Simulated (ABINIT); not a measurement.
```
Ti
1.0
     1.47500    2.55477    0.00000
    -4.42500    2.55477    0.00000
     0.00000    0.00000    4.68000
Ti
4
Direct
  0.00000 0.82699 0.74988
  0.50000 0.32699 0.74988
  0.49892 0.67409 0.25012
  0.99892 0.17409 0.25012
```

Space group Cmcm; computed pressure about −6 GPa in this cell.

Level of theory: ABINIT, Kohn-Sham DFT of a periodic cell, PBEsol, PseudoDojo NC SR PBEsol v0.4.1 standard.

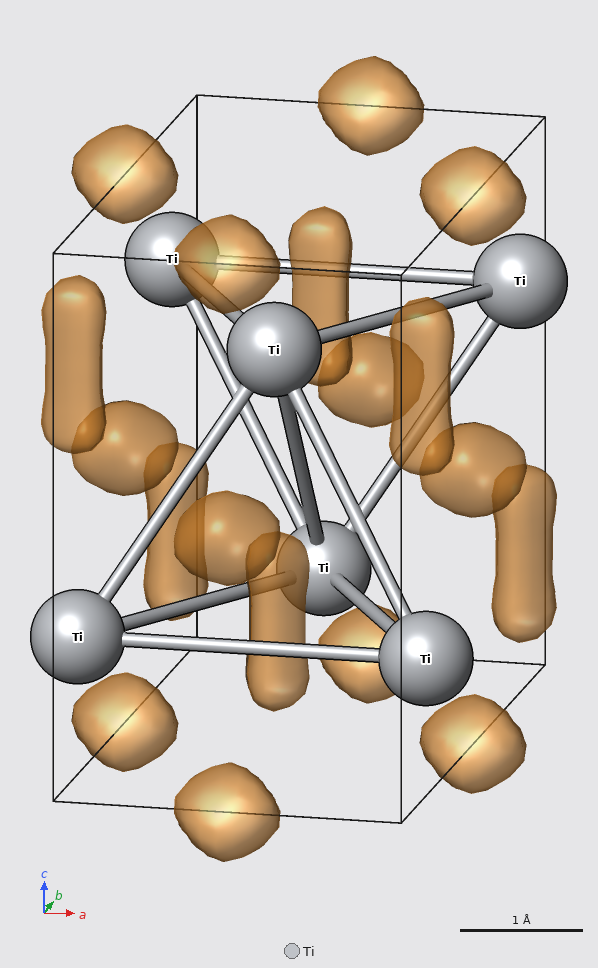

Ti. Isosurface of the ELF at 0.65 (orange), seen slightly off an axis. Only the valence region is drawn (cores and ρ < 0.01 e/Å³ removed). Sticks mark near contacts.

Core electrons are replaced by pseudopotentials, and the valence fields are smoothed inside the atomic spheres.

What do the ELF domains correspond to?

The ELF exceeds this value in eight pockets between the atoms, centred on no nucleus (multi-centre or interstitial), counted in one cell of 4 atoms. Regions shared between cells count once. There are no localised bonds or lone pairs at this value.

Values along the shortest contacts:
Ti–Ti (2.87 Å): the ELF is about 0.20 at the midpoint: no localised pair shows between them. Ti–Ti (2.94 Å): the ELF is about 0.25 at the midpoint: no shared electron pair shows on this line.
